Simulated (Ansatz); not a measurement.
## Geometry relaxation of PdSi$_{31}$ (part 1 of 3)

PdSi$_{31}$ (defect cell, 32 atoms in the cell), computed with DFT LDA, scalar-relativistic, plane waves, PAW, no spin polarisation (Ansatz 0.2.0).

The structure derives from a Materials Project entry. It belongs to a series of runs on one base structure; here: Pd on a Si site (a), charge +0, atoms relaxed at the host's cell.

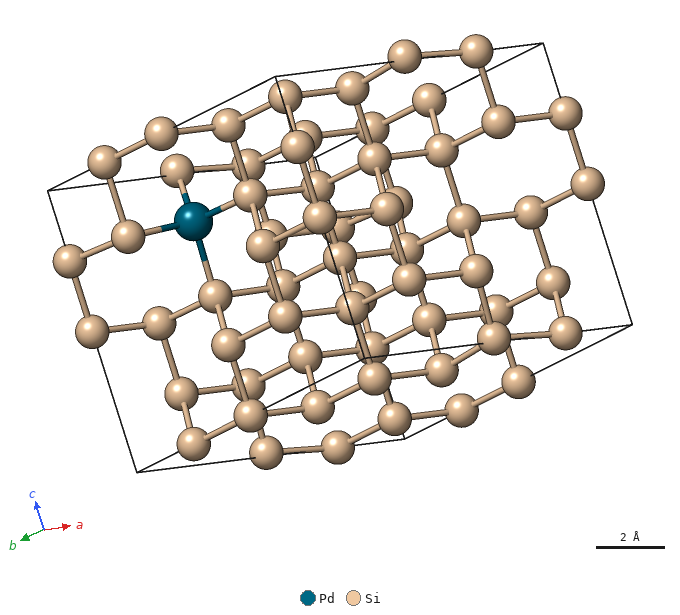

*The structure as given in the input (ball-and-stick view of the cell of the calculation, seen at an oblique angle).*

Near neighbours in the crystal (not all of them lie inside the picture): Pd has 4 Si at 2.34 to 2.42 Å; Si has 4 Si at 2.20 to 2.43 Å; Si has 1 Pd at 2.34 to 2.42 Å and 3 Si at 2.20 to 2.43 Å.

### Input
```yaml
crystal:
  lattice:
    - [-5.401942276, -5.401942276, 5.401942276]
    - [5.401942276, -5.401942276, -5.401942276]
    - [5.401942276, 5.401942276, 5.401942276]
  atoms:
    - { symbol: Pd, position: [0.2642033645, 0.7628349664, 0.7635413099] }
    - { symbol: Si, position: [0.0, 0.75, 0.0] }
    - { symbol: Si, position: [0.5, 0.5, 0.75] }
    - { symbol: Si, position: [0.25, 0.5, 0.0] }
    - { symbol: Si, position: [0.0, 0.5, 0.25] }
    - { symbol: Si, position: [0.75, 0.75, 0.25] }
    - { symbol: Si, position: [0.5, 0.75, 0.5] }
    - { symbol: Si, position: [0.0, 0.0, 0.75] }
    - { symbol: Si, position: [0.75, 0.25, 0.75] }
    - { symbol: Si, position: [0.5, 0.25, 0.0] }
    - { symbol: Si, position: [0.25, 0.25, 0.25] }
    - { symbol: Si, position: [0.0, 0.25, 0.5] }
    - { symbol: Si, position: [0.75, 0.5, 0.5] }
    - { symbol: Si, position: [0.75, 0.0, 0.0] }
    - { symbol: Si, position: [0.5, 0.0, 0.25] }
    - { symbol: Si, position: [0.25, 0.0, 0.5] }
    - { symbol: Si, position: [0.2461860706, 0.7506961649, 0.4955468528] }
    - { symbol: Si, position: [-0.0127057865, 0.7363722435, 0.7320317019] }
    - { symbol: Si, position: [0.5, 0.5, 0.5] }
    - { symbol: Si, position: [0.25513074, 0.5064110924, 0.7539731561] }
    - { symbol: Si, position: [0.0, 0.5, 0.0] }
    - { symbol: Si, position: [0.75, 0.75, 0.0] }
    - { symbol: Si, position: [0.5, 0.75, 0.25] }
    - { symbol: Si, position: [0.0, 0.0, 0.5] }
    - { symbol: Si, position: [0.75, 0.25, 0.5] }
    - { symbol: Si, position: [0.5, 0.25, 0.75] }
    - { symbol: Si, position: [0.25, 0.25, 0.0] }
    - { symbol: Si, position: [0.0, 0.25, 0.25] }
    - { symbol: Si, position: [0.75, 0.5, 0.25] }
    - { symbol: Si, position: [0.75, 0.0, 0.75] }
    - { symbol: Si, position: [0.5059438616, 0.01926886, 0.0185726331] }
    - { symbol: Si, position: [0.25, 0.0, 0.25] }
  host:
    lattice:
      - [0.0, 2.700971138, 2.700971138]
      - [2.700971138, 0.0, 2.700971138]
      - [2.700971138, 2.700971138, 0.0]
    atoms:
      - { symbol: Si, position: [0.75, 0.75, 0.75] }
      - { symbol: Si, position: [0.5, 0.5, 0.5] }
basis:
  ecutwfc: 420
  xc_grid: 2
kpoints:
  mp_grid: { grid: [3, 3, 3], shift: [0.0, 0.0, 0.0] }
hamiltonian:
  xc: lda
scf:
  occupations: { method: gaussian, width: 0.02 }
output:
  forces: true
  stress: false
  eigenvalues: true
  charged_corrections:
    defect_position: [0.25, 0.75, 0.75]
    epsilon: [[13.2637, 0.0, 0.0], [0.0, 13.2637, 0.0], [0.0, 0.0, 13.2637]]
  write_density: true
  write_potential: true
  elf: true
  volumetric_format: npy
relax:
  adjacent_minimum: "off"
  f_tol: 0.025
  max_steps: 45
```

Machine: 4 threads of Intel Xeon @ 2.10GHz (Emerald Rapids), 189 GiB of memory available, shared host.

Launch command:
```bash
ansatz run input.yaml --threads 4 --pin off --max-ram 8192MiB --backend cpu --events-out ev --progress --plain --runs-dir out
```

### The program's output
```
Engine: ansatz 0.2.0, x86_64-unknown-linux-gnu
Pseudopotentials: kind: paw
Pseudopotential: Pd, paw, valence charge 18, recommended cutoff 420 eV (normal), Pd.paw.azcp
Pseudopotential: Si, paw, valence charge 4, recommended cutoff 420 eV (normal), Si.paw.azcp
Functional definition: SPW92
  exchange = slater_x
  correlation = pw_c
Crystal: 32 atoms, lattice volume = 630.536 Å³
Basis set: ecut = 420 eV, 12215 PW (Γ), exchange–correlation on 128×128×128 points (8 copies of the dense FFT grid, shifted against one another)
Bands: 103, of which v1, the nominal top of the filled ones, is band 71 counted from 1 (70 counted from 0)
Symmetry: 1 space group operations
Space group: P1 (ITA 1), of the structure as read, at distance tolerance 8.6e-5 Å
k-points: 14 of 27 (time reversal used)
Non-local potential: Pd, projectors of the file, l = 0: 2, l = 1: 2, l = 2: 2, l = 3: 1
Non-local potential: Si, projectors of the file, l = 0: 2, l = 1: 2, l = 2: 2
PAW form: soft (Blöchl's): semilocal exchange-correlation on the pseudo side does not see the compensation charge
PAW frozen core: Pd, regenerated for the run's functional, and the local potential with it (the file was generated under x = pbe(κ = 0.804, μ = 0.2195149727645171), c = pbe(β = 0.06672455060314922))
PAW frozen core: Si, regenerated for the run's functional, and the local potential with it (the file was generated under x = pbe(κ = 0.804, μ = 0.2195149727645171), c = pbe(β = 0.06672455060314922))
PAW one-centre angular grid: Pd, 590 points (default); XC on 64 Gauss nodes
PAW one-centre angular grid: Si, 110 points (default); XC on 64 Gauss nodes
Initial density: superposition of atomic densities (neutral atoms: chi_scale 0, normalization atom), corrected by the library's trained network
Initial wavefunctions: pseudopotential atomic-orbital guess
Functional: x = slater, c = lda
SCF iter   1: F=—  HF=-25711.408956 eV  |F-HF|=—  |Δ(HF+E_count)|=         —  Δρ=5.36e-3  dr2=2.26e-1  ethr=1.77e-3  ⟨swp⟩=6.4  Hψ=6775  notcnv=0  defer=178
preconditioner: auto → Kerker (q_TF=auto, 2.128 Å⁻¹)  [metal: Δε(μ)=0.009 eV  Ē_g=7.671 eV  σ=0.020 eV  W_gap=0.23  n_scr=86 (ndim 8)  ℏωp=17.1 eV  f_vac=0.000  D(μ)=12.34/eV (n_scr^D=78)]
SCF iter   2: F=—  HF=-25711.385092 eV  |F-HF|=—  |Δ(HF+E_count)|=   2.39e-2  Δρ=2.77e-3  dr2=6.65e-2  ethr=1.59e-4  ⟨swp⟩=2.0  Hψ=1694  notcnv=0  defer=306
SCF iter   3: F=—  HF=-25711.373990 eV  |F-HF|=—  |Δ(HF+E_count)|=   1.11e-2  Δρ=7.30e-4  dr2=8.34e-3  ethr=4.68e-5  ⟨swp⟩=2.9  Hψ=1706  notcnv=0  defer=336
SCF iter   4: F=—  HF=-25711.373166 eV  |F-HF|=—  |Δ(HF+E_count)|=   8.24e-4  Δρ=1.81e-4  dr2=8.41e-4  ethr=5.87e-6  ⟨swp⟩=2.1  Hψ=1565  notcnv=0  defer=337
SCF iter   5: F=—  HF=-25711.373033 eV  |F-HF|=—  |Δ(HF+E_count)|=   1.33e-4  Δρ=6.89e-5  dr2=6.24e-5  ethr=5.92e-7  ⟨swp⟩=2.1  Hψ=1710  notcnv=0  defer=337
SCF iter   6: F=-25711.373023 eV  HF=-25711.373024 eV  |F-HF|=1.12e-6  |Δ(HF+E_count)|=   8.95e-6  Δρ=1.37e-5  dr2=2.47e-6  ethr=1.10e-8  ⟨swp⟩=20.6  Hψ=15224  notcnv=0
SCF 1 converged in 6 iterations: F = -25711.373023 eV  dr2 = 2.47e-6
  greatest PAW one-centre occupation: 0.998 electrons in one spin orbital (limit 2), on the Pd atom at site 0 (counted from 0), in its partial waves of l = 0
relax step   1: F+E_penalty+E_count = -25711.37302301 eV  Δ(F+E_penalty+E_count) = +0.000e0 eV  max|allowed force component| = 1.530e0 eV/Å  Δτ_max = 0.0000 Å  (6 SCF iters, dr2 threshold 1.56e-5 eV, accepted)
Initial density: handed on by an earlier stage of this run
Initial wavefunctions: those handed on with the density
iter 1 solved again at ethr=4.82e-5 eV; its pass at ethr=3.10e-3 eV (dr2=6.84e-2 eV) is discarded
SCF iter   1: F=—  HF=-25711.675433 eV  |F-HF|=—  |Δ(HF+E_count)|=         —  Δρ=3.24e-3  dr2=7.10e-2  ethr=4.82e-5  ⟨swp⟩=2.4  Hψ=4434  notcnv=0  defer=345
preconditioner: auto → Kerker (q_TF=auto, 2.128 Å⁻¹)  [metal: Δε(μ)=0.008 eV  Ē_g=7.700 eV  σ=0.020 eV  W_gap=0.21  n_scr=86 (ndim 8)  ℏωp=17.1 eV  f_vac=0.000  D(μ)=22.40/eV (n_scr^D=176)]
SCF iter   2: F=—  HF=-25711.659836 eV  |F-HF|=—  |Δ(HF+E_count)|=   1.56e-2  Δρ=1.71e-3  dr2=1.93e-2  ethr=4.82e-5  ⟨swp⟩=2.0  Hψ=1663  notcnv=0  defer=345
SCF iter   3: F=—  HF=-25711.656285 eV  |F-HF|=—  |Δ(HF+E_count)|=   3.55e-3  Δρ=1.08e-3  dr2=9.26e-3  ethr=1.36e-5  ⟨swp⟩=2.1  Hψ=2153  notcnv=0  defer=345
SCF iter   4: F=—  HF=-25711.654799 eV  |F-HF|=—  |Δ(HF+E_count)|=   1.49e-3  Δρ=1.47e-4  dr2=1.35e-4  ethr=6.52e-6  ⟨swp⟩=2.0  Hψ=2112  notcnv=0  defer=345
SCF iter   5: F=-25711.654774 eV  HF=-25711.654779 eV  |F-HF|=5.81e-6  |Δ(HF+E_count)|=   1.95e-5  Δρ=3.79e-5  dr2=1.33e-5  ethr=7.04e-8  ⟨swp⟩=18.9  Hψ=13494  notcnv=0
SCF 2 converged in 5 iterations: F = -25711.654774 eV  dr2 = 1.33e-5
relax step   2: F+E_penalty+E_count = -25711.65477368 eV  Δ(F+E_penalty+E_count) = -2.818e-1 eV  max|allowed force component| = 5.213e-1 eV/Å  Δτ_max = 0.0890 Å  (5 SCF iters, dr2 threshold 1.00e-4 eV, accepted)
SCF iter   1: F=—  HF=-25711.820689 eV  |F-HF|=—  |Δ(HF+E_count)|=         —  Δρ=8.22e-3  dr2=4.89e-1  ethr=8.13e-4  ⟨swp⟩=4.0  Hψ=3565  notcnv=0  defer=345
preconditioner: auto → Kerker (q_TF=auto, 2.128 Å⁻¹)  [metal: Δε(μ)=0.003 eV  Ē_g=7.699 eV  σ=0.020 eV  W_gap=0.09  n_scr=86 (ndim 8)  ℏωp=17.1 eV  f_vac=0.000  D(μ)=18.64/eV (n_scr^D=134)]
SCF iter   2: F=—  HF=-25711.719790 eV  |F-HF|=—  |Δ(HF+E_count)|=   1.01e-1  Δρ=3.58e-3  dr2=9.29e-2  ethr=3.44e-4  ⟨swp⟩=2.1  Hψ=2223  notcnv=0  defer=345
SCF iter   3: F=—  HF=-25711.697652 eV  |F-HF|=—  |Δ(HF+E_count)|=   2.21e-2  Δρ=1.79e-3  dr2=2.27e-2  ethr=6.55e-5  ⟨swp⟩=2.8  Hψ=2197  notcnv=0  defer=345
SCF iter   4: F=—  HF=-25711.694101 eV  |F-HF|=—  |Δ(HF+E_count)|=   3.55e-3  Δρ=5.07e-4  dr2=1.60e-3  ethr=1.60e-5  ⟨swp⟩=2.0  Hψ=2149  notcnv=0  defer=345
SCF iter   5: F=—  HF=-25711.694088 eV  |F-HF|=—  |Δ(HF+E_count)|=   1.28e-5  Δρ=1.39e-4  dr2=1.55e-4  ethr=1.13e-6  ⟨swp⟩=2.0  Hψ=2060  notcnv=0  defer=345
SCF iter   6: F=—  HF=-25711.694063 eV  |F-HF|=—  |Δ(HF+E_count)|=   2.45e-5  Δρ=4.19e-5  dr2=2.90e-5  ethr=1.09e-7  ⟨swp⟩=2.1  Hψ=1636  notcnv=0  defer=345
SCF iter   7: F=-25711.694056 eV  HF=-25711.694060 eV  |F-HF|=3.55e-6  |Δ(HF+E_count)|=   3.42e-6  Δρ=1.53e-5  dr2=5.10e-6  ethr=1.20e-8  ⟨swp⟩=18.7  Hψ=12546  notcnv=0
SCF 3 converged in 7 iterations: F = -25711.694056 eV  dr2 = 5.10e-6
relax step   3: F+E_penalty+E_count = -25711.69405646 eV  Δ(F+E_penalty+E_count) = -3.928e-2 eV  max|allowed force component| = 6.934e-2 eV/Å  Δτ_max = 0.1276 Å  (7 SCF iters, dr2 threshold 1.70e-5 eV, accepted)
iter 1 solved again at ethr=2.55e-4 eV; its pass at ethr=3.10e-3 eV (dr2=3.62e-1 eV) is discarded
SCF iter   1: F=—  HF=-25711.802204 eV  |F-HF|=—  |Δ(HF+E_count)|=         —  Δρ=8.51e-3  dr2=3.64e-1  ethr=2.55e-4  ⟨swp⟩=1.5  Hψ=5405  notcnv=0  defer=343
preconditioner: auto → Resta (q_TF=auto, 2.128 Å⁻¹)  ε∞=5.9  [insulator: Δε(μ)=0.144 eV  Ē_g=7.698 eV  σ=0.020 eV  W_gap=0.66  n_scr=86 (ndim 8)  ℏωp=17.1 eV  f_vac=0.000  D(μ)=6.40/eV (n_scr^D=18)  ε∞_Penn≈5.9]
SCF iter   2: F=—  HF=-25711.729060 eV  |F-HF|=—  |Δ(HF+E_count)|=   7.31e-2  Δρ=4.56e-3  dr2=9.44e-2  ethr=2.55e-4  ⟨swp⟩=2.0  Hψ=1508  notcnv=0  defer=343
SCF iter   3: F=—  HF=-25711.706048 eV  |F-HF|=—  |Δ(HF+E_count)|=   2.30e-2  Δρ=4.48e-4  dr2=1.06e-3  ethr=6.65e-5  ⟨swp⟩=2.4  Hψ=1763  notcnv=0  defer=343
SCF iter   4: F=—  HF=-25711.706074 eV  |F-HF|=—  |Δ(HF+E_count)|=   2.60e-5  Δρ=1.40e-4  dr2=1.15e-4  ethr=7.45e-7  ⟨swp⟩=2.0  Hψ=2093  notcnv=0  defer=343
SCF iter   5: F=—  HF=-25711.706051 eV  |F-HF|=—  |Δ(HF+E_count)|=   2.26e-5  Δρ=5.09e-5  dr2=1.67e-5  ethr=8.10e-8  ⟨swp⟩=2.0  Hψ=2091  notcnv=0  defer=343
SCF iter   6: F=—  HF=-25711.706257 eV  |F-HF|=—  |Δ(HF+E_count)|=   2.06e-4  Δρ=1.03e-5  dr2=7.76e-7  ethr=1.17e-8  ⟨swp⟩=2.0  Hψ=2182  notcnv=0  defer=343
SCF iter   7: F=-25711.706257 eV  HF=-25711.706257 eV  |F-HF|=5.53e-9  |Δ(HF+E_count)|=   4.45e-8  Δρ=1.94e-6  dr2=2.93e-8  ethr=7.04e-11  ⟨swp⟩=18.1  Hψ=11505  notcnv=0
SCF 4 converged in 7 iterations: F = -25711.706257 eV  dr2 = 2.93e-8
relax step   4: F+E_penalty+E_count = -25711.70625688 eV  Δ(F+E_penalty+E_count) = -1.220e-2 eV  max|allowed force component| = 2.570e-1 eV/Å  Δτ_max = 0.1554 Å  (7 SCF iters, accepted)
SCF iter   1: F=—  HF=-25711.750771 eV  |F-HF|=—  |Δ(HF+E_count)|=         —  Δρ=3.69e-3  dr2=7.32e-2  ethr=3.86e-4  ⟨swp⟩=3.1  Hψ=3302  notcnv=0  defer=345
preconditioner: auto → Resta (q_TF=auto, 2.128 Å⁻¹)  ε∞=5.9  [insulator: Δε(μ)=0.148 eV  Ē_g=7.707 eV  σ=0.020 eV  W_gap=0.67  n_scr=86 (ndim 8)  ℏωp=17.1 eV  f_vac=0.000  D(μ)=19.52/eV (n_scr^D=140)  ε∞_Penn≈5.9]
SCF iter   2: F=—  HF=-25711.734687 eV  |F-HF|=—  |Δ(HF+E_count)|=   1.61e-2  Δρ=1.90e-3  dr2=1.50e-2  ethr=5.16e-5  ⟨swp⟩=2.0  Hψ=2274  notcnv=0  defer=345
SCF iter   3: F=—  HF=-25711.730844 eV  |F-HF|=—  |Δ(HF+E_count)|=   3.84e-3  Δρ=2.54e-4  dr2=2.74e-4  ethr=1.06e-5  ⟨swp⟩=2.0  Hψ=1679  notcnv=0  defer=345
SCF iter   4: F=—  HF=-25711.731021 eV  |F-HF|=—  |Δ(HF+E_count)|=   1.76e-4  Δρ=3.81e-5  dr2=8.88e-6  ethr=1.93e-7  ⟨swp⟩=2.1  Hψ=1865  notcnv=0  defer=345
iter 5 did not close the SCF: its close was put off for the readings that it lacked (scf_convergence_deferred on its scf_iter line)
SCF iter   5: F=-25711.731021 eV  HF=-25711.731021 eV  |F-HF|=2.73e-7  |Δ(HF+E_count)|=   3.09e-7  Δρ=1.20e-5  dr2=9.37e-7  ethr=6.25e-9  ⟨swp⟩=2.0  Hψ=2060  notcnv=0  defer=345
SCF iter   6: F=-25711.731021 eV  HF=-25711.731021 eV  |F-HF|=5.55e-8  |Δ(HF+E_count)|=   3.88e-8  Δρ=3.64e-6  dr2=9.07e-8  ethr=6.60e-10  ⟨swp⟩=17.0  Hψ=12102  notcnv=0
SCF 5 converged in 6 iterations: F = -25711.731021 eV  dr2 = 9.07e-8
relax step   5: F+E_penalty+E_count = -25711.73102115 eV  Δ(F+E_penalty+E_count) = -2.476e-2 eV  max|allowed force component| = 1.125e-1 eV/Å  Δτ_max = 0.0636 Å  (6 SCF iters, dr2 threshold 4.13e-6 eV, accepted)
SCF iter   1: F=—  HF=-25711.747533 eV  |F-HF|=—  |Δ(HF+E_count)|=         —  Δρ=2.30e-3  dr2=2.55e-2  ethr=3.29e-4  ⟨swp⟩=3.0  Hψ=3124  notcnv=0  defer=343
preconditioner: auto → Resta (q_TF=auto, 2.128 Å⁻¹)  ε∞=5.9  [insulator: Δε(μ)=0.140 eV  Ē_g=7.703 eV  σ=0.020 eV  W_gap=0.68  n_scr=86 (ndim 8)  ℏωp=17.1 eV  f_vac=0.000  D(μ)=6.52/eV (n_scr^D=18)  ε∞_Penn≈5.9]
SCF iter   2: F=—  HF=-25711.743278 eV  |F-HF|=—  |Δ(HF+E_count)|=   4.25e-3  Δρ=1.27e-3  dr2=7.43e-3  ethr=1.80e-5  ⟨swp⟩=1.0  Hψ=1666  notcnv=0  defer=343
SCF iter   3: F=—  HF=-25711.741642 eV  |F-HF|=—  |Δ(HF+E_count)|=   1.64e-3  Δρ=7.34e-5  dr2=3.03e-5  ethr=5.23e-6  ⟨swp⟩=2.7  Hψ=1849  notcnv=0  defer=343
SCF iter   4: F=—  HF=-25711.741861 eV  |F-HF|=—  |Δ(HF+E_count)|=   2.19e-4  Δρ=1.75e-5  dr2=1.78e-6  ethr=1.71e-9  ⟨swp⟩=18.6  Hψ=13044  notcnv=0
iter 5 did not close the SCF: its close was put off for the readings that it lacked (scf_convergence_deferred on its scf_iter line)
SCF iter   5: F=-25711.741861 eV  HF=-25711.741861 eV  |F-HF|=2.90e-8  |Δ(HF+E_count)|=   2.24e-7  Δρ=3.74e-6  dr2=1.05e-7  ethr=1.25e-9  ⟨swp⟩=2.1  Hψ=1676  notcnv=0
SCF iter   6: F=-25711.741861 eV  HF=-25711.741861 eV  |F-HF|=1.92e-8  |Δ(HF+E_count)|=   1.01e-8  Δρ=1.92e-6  dr2=2.38e-8  ethr=7.39e-11  ⟨swp⟩=6.0  Hψ=7726  notcnv=0
SCF 6 converged in 6 iterations: F = -25711.741861 eV  dr2 = 2.38e-8
relax step   6: F+E_penalty+E_count = -25711.74186091 eV  Δ(F+E_penalty+E_count) = -1.084e-2 eV  max|allowed force component| = 2.914e-2 eV/Å  Δτ_max = 0.0564 Å  (6 SCF iters, dr2 threshold 2.42e-6 eV, accepted)
SCF iter   1: F=—  HF=-25711.742432 eV  |F-HF|=—  |Δ(HF+E_count)|=         —  Δρ=6.94e-4  dr2=2.61e-3  ethr=1.13e-5  ⟨swp⟩=3.0  Hψ=2917  notcnv=0  defer=343
preconditioner: auto → Resta (q_TF=auto, 2.128 Å⁻¹)  ε∞=5.9  [insulator: Δε(μ)=0.110 eV  Ē_g=7.698 eV  σ=0.020 eV  W_gap=0.51  n_scr=86 (ndim 8)  ℏωp=17.1 eV  f_vac=0.000  D(μ)=4.49/eV (n_scr^D=12)  ε∞_Penn≈5.9]
SCF iter   2: F=—  HF=-25711.741902 eV  |F-HF|=—  |Δ(HF+E_count)|=   5.29e-4  Δρ=3.65e-4  dr2=6.16e-4  ethr=1.84e-6  ⟨swp⟩=1.9  Hψ=1696  notcnv=0  defer=343
SCF iter   3: F=—  HF=-25711.741756 eV  |F-HF|=—  |Δ(HF+E_count)|=   1.47e-4  Δρ=4.06e-5  dr2=8.78e-6  ethr=4.34e-7  ⟨swp⟩=2.2  Hψ=1657  notcnv=0  defer=343
SCF iter   4: F=—  HF=-25711.741962 eV  |F-HF|=—  |Δ(HF+E_count)|=   2.07e-4  Δρ=9.95e-6  dr2=6.62e-7  ethr=6.19e-9  ⟨swp⟩=2.0  Hψ=2080  notcnv=0  defer=343
SCF iter   5: F=—  HF=-25711.741962 eV  |F-HF|=—  |Δ(HF+E_count)|=   4.53e-8  Δρ=4.79e-6  dr2=1.50e-7  ethr=4.66e-10  ⟨swp⟩=2.0  Hψ=2093  notcnv=0  defer=343
SCF iter   6: F=-25711.741962 eV  HF=-25711.741962 eV  |F-HF|=6.22e-10  |Δ(HF+E_count)|=   1.91e-8  Δρ=8.56e-7  dr2=5.72e-9  ethr=7.04e-11  ⟨swp⟩=15.1  Hψ=10114  notcnv=0
SCF 7 converged in 6 iterations: F = -25711.741962 eV  dr2 = 5.72e-9
relax step   7: F+E_penalty+E_count = -25711.74196237 eV  Δ(F+E_penalty+E_count) = -1.015e-4 eV  max|allowed force component| = 3.072e-2 eV/Å  Δτ_max = 0.0130 Å  (6 SCF iters, accepted)
```
